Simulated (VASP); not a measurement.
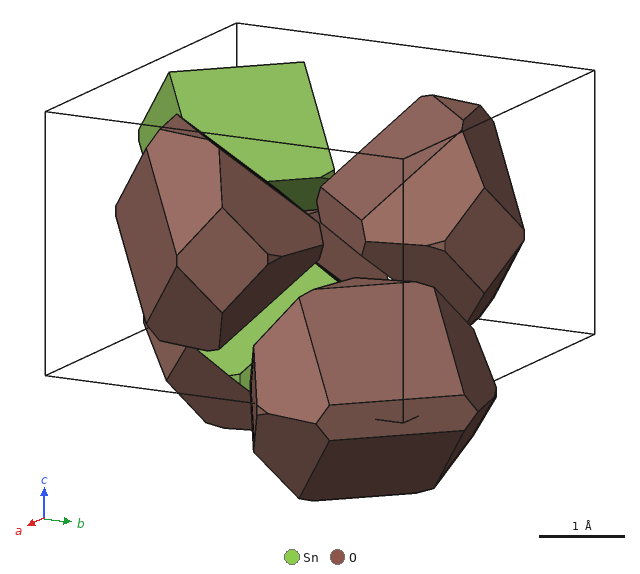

Computed Voronoi cells of the atoms in the unit cell of SnO₂ (space group P4_2/mnm (No. 136), a = 4.830 Å, b = 4.830 Å, c = 3.243 Å, α = 90.00°, β = 90.00°, γ = 90.00°), coloured by the element inside, shrunk a little to part them. Source: the end point of a relaxation with VASP Kohn-Sham DFT of a periodic cell, PBE, VASP PAW PBE potentials, recommended, release 54 (VASP).

| site | Wyckoff | x | y | z |
| --- | --- | --- | --- | --- |
| Sn | 2b | 0.0000 | 0.0000 | 0.5000 |
| O | 4f | 0.3066 | 0.6934 | 0.5000 |

### Rank the elements by the mean volume of their Voronoi cells.

O: 14.2 Å³ per atom, 75 % of the volume; Sn: 9.4 Å³ per atom, 25 % of the volume. The partition uses no radii, so it reflects positions alone and not ionic sizes.
